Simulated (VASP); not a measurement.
# Energy of AlCu₃ along an even scaling of the cell

System: AlCu₃ (4 atoms in the cell).
Method: Kohn-Sham DFT of a periodic cell, PBEsol, VASP PAW PBE potentials, recommended, no spin polarisation (VASP 6.6.1).

The 7 runs differ only in the geometry, by an even scaling of the cell at fixed fractional positions. The structure derives from a Materials Project entry.

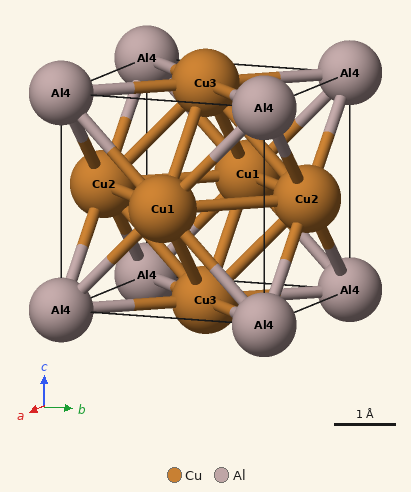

Figure 1. The structure of run 4 (ball-and-stick view of the cell of the calculation, seen slightly off an axis; atoms are numbered from 1 in the order of the input).

## INCAR of run 4
```
  PREC = Accurate
  ENCUT = 520
  EDIFF = 1E-7
  ISMEAR = -1
  SIGMA = 0.05
  LREAL = F
  LASPH = T
  NELM = 100
  ALGO = Normal
  ISIF = 2
  LWAVE = F
  LCHARG = T
  GGA = PS
  LELF = T
  LVHAR = T
  NBANDS = 26
```

## KPOINTS of run 4
```
Automatic mesh
0
Gamma
  7 7 7
```

## POSCAR of run 4
```
AlCu3
1.0
    3.6373766700      0.0000000000      0.0000000000
    0.0000000000      3.6373766700      0.0000000000
    0.0000000000      0.0000000000      3.6373766700
Cu Al
3 1
Direct
    0.0000000000      0.5000000000      0.5000000000
    0.5000000000      0.0000000000      0.5000000000
    0.5000000000      0.5000000000      0.0000000000
    0.0000000000      0.0000000000      0.0000000000
```

Command:
```bash
cat potpaw_PBE.64/Cu/POTCAR potpaw_PBE.64/Al/POTCAR > POTCAR
mpirun -np 1 vasp_std > vasp.out
```

Run 6 has the same physical settings and fractional positions; its lattice vectors (Å) are:
```
   3.685242    0.000000    0.000000
   0.000000    3.685242    0.000000
   0.000000    0.000000    3.685242
```

## Results, with one run withheld

| run | volume per atom (Å³) | free energy per atom, from the lowest run given (meV) | pressure (GPa) |
| --- | --- | --- | --- |
| 1 | 11.309 | 22.15 | 10.45 |
| 2 | 11.550 | 9.33 | 6.50 |
| 3 | 11.790 | 2.15 | 2.96 |
| 4 | 12.031 | 0.00 | −0.19 |
| 5 | 12.272 | 2.33 | −3.02 |
| 6 | 12.512 | ? | ? |
| 7 | 12.753 | 18.60 | −7.80 |

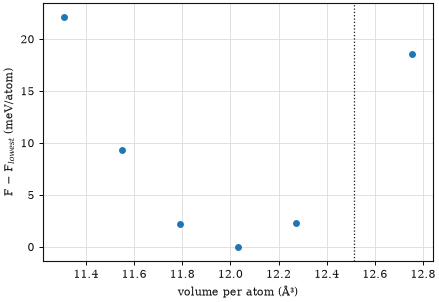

Figure 2. Free energy per atom of the runs given; the dotted line marks run 6.

Fit the runs given and predict run 6.

A cubic polynomial in V^(−2/3) (the Birch–Murnaghan form), fitted to the 6 runs given, misses them by at most 0.01 meV per atom. With x = V^(−2/3) − 0.19147 Å⁻², it reads F = 0.28313 + 639.25 x + 3.4981e+05 x² + 5.6937e+05 x³ (meV per atom). At run 6 it gives 8.66 meV per atom, and the run itself gives 8.68. The slope of the fit gives a pressure −dF/dV of −5.46 GPa there, and the run prints −5.55 GPa. The two needn't agree exactly: the fit is approximate, and the printed stress is taken on a finite basis. The fit has its minimum at 12.022 Å³ per atom, where V d²F/dV² gives 150 GPa: the bulk modulus at this level, since symmetry fixes the shape and the positions.

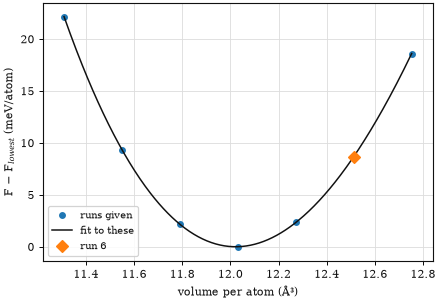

Figure 3. The fit and the withheld run.

## OSZICAR and lines of OUTCAR (run 6)
```
N       E                     dE             d eps       ncg     rms          rms(c)
DAV:   1     0.247178384388E+03    0.24718E+03   -0.15383E+04  1072   0.214E+03
DAV:   2    -0.393174269943E+01   -0.25111E+03   -0.24084E+03  1040   0.347E+02
DAV:   3    -0.220166424388E+02   -0.18085E+02   -0.17288E+02  1194   0.132E+02
DAV:   4    -0.224228175089E+02   -0.40618E+00   -0.40485E+00  1542   0.227E+01
DAV:   5    -0.224298545332E+02   -0.70370E-02   -0.70361E-02  1618   0.237E+00    0.181E+01
DAV:   6    -0.215358300135E+02    0.89402E+00   -0.48746E+01  1224   0.171E+02    0.124E+01
DAV:   7    -0.178324759521E+02    0.37034E+01   -0.12217E+01  1268   0.799E+01    0.102E+00
DAV:   8    -0.178112845470E+02    0.21191E-01   -0.55745E-01  1508   0.119E+01    0.130E+00
DAV:   9    -0.177810534842E+02    0.30231E-01   -0.65172E-02  1384   0.557E+00    0.887E-02
DAV:  10    -0.177812182349E+02   -0.16475E-03   -0.24904E-03  1518   0.735E-01    0.108E-01
DAV:  11    -0.177810345510E+02    0.18368E-03   -0.63205E-04  1350   0.567E-01    0.165E-02
DAV:  12    -0.177810347457E+02   -0.19467E-06   -0.48384E-05  1476   0.108E-01    0.455E-03
DAV:  13    -0.177810348626E+02   -0.11691E-06   -0.18821E-06  1598   0.229E-02    0.284E-03
DAV:  14    -0.177810344516E+02    0.41099E-06   -0.51742E-07  1118   0.166E-02    0.923E-04
DAV:  15    -0.177810344737E+02   -0.22113E-07   -0.34032E-08   602   0.415E-03
   1 F= -.17781034E+02 E0= -.17778976E+02  d E =-.411611E-02
[... from OUTCAR:]
  free energy    TOTEN  =       -17.78103447 eV
  energy without entropy =      -17.77691836  energy(sigma->0) =      -17.77897642
 E-fermi :   8.1333     XC(G=0): -12.2698     alpha+bet :-14.4076
  free  energy   TOTEN  =       -17.7810344737 eV
  energy  without entropy=      -17.7769183592  energy(sigma->0) =      -17.77897642
```
